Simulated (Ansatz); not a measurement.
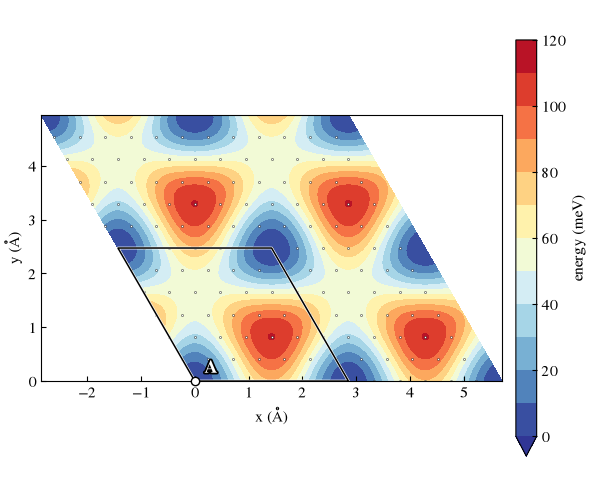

Si on a Ti(111) slab cut from the Fm-3m phase, its upper half relaxed before the scan (12 atoms of substrate and one adsorbate in a 2 × 2 cell). Si is moved over the surface cell at a fixed height above a rigid substrate; the origin of the map has the adsorbate above Ti9; the height is held at 2.80 Å. Places are given modulo a cell vector. The map is drawn in real space over the plane of the surface. The scan uses a 6 × 6 grid; 10 points were computed and 26 follow by symmetry. Places are given in fractions of the 1 × 1 surface cell. Energies: meV, counted from the lowest grid point. The runs have no spin polarisation, so an open-shell adsorbate far from the surface lies too high. At a fixed height the lowest place need not be the adsorption site. Level of theory: Ansatz 0.2.0, DFT PBE+D3(BJ), scalar-relativistic, plane waves, PAW. Settings: cutoff 420 eV, k-mesh 6×6×1, gaussian smearing 0.1 eV, no spin polarisation.

Drawn: filled contours, dots at the grid points, the outline of one cell of the 2 × 2 shown, the point A. Between grid points the surface is interpolated.

**What is the easiest way out of the well at A, and how high is the barrier?**

The easiest path leads from the well at the top site over a surface Ti atom, (0/6, 0/6) of the cell vectors to its copy one period on. Its highest point lies about 54 meV above the bottom of the first well on the interpolated surface, at about (0.30, 0.60) of the cell vectors. This is the barrier on the constrained surface; relaxing the other coordinates would change it.

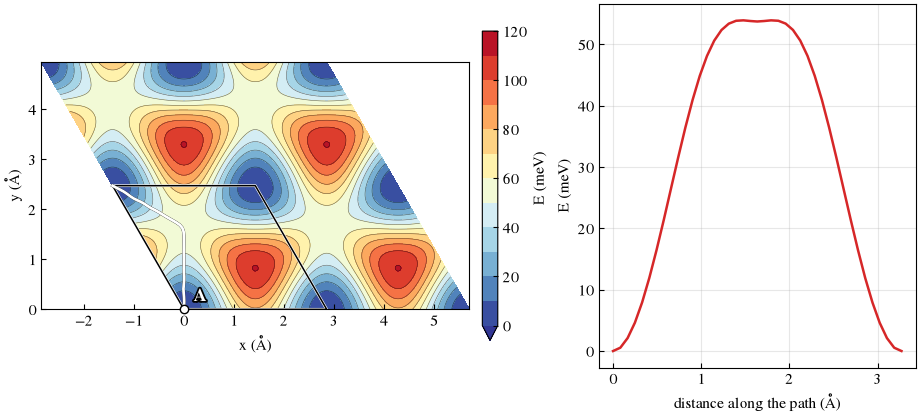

The picture shows filled contours, a line along the lowest path, the outline of one cell of the 2 × 2 shown, the energy along the path at the right. Between grid points the surface is interpolated.

PAW datasets: the set soft_1.
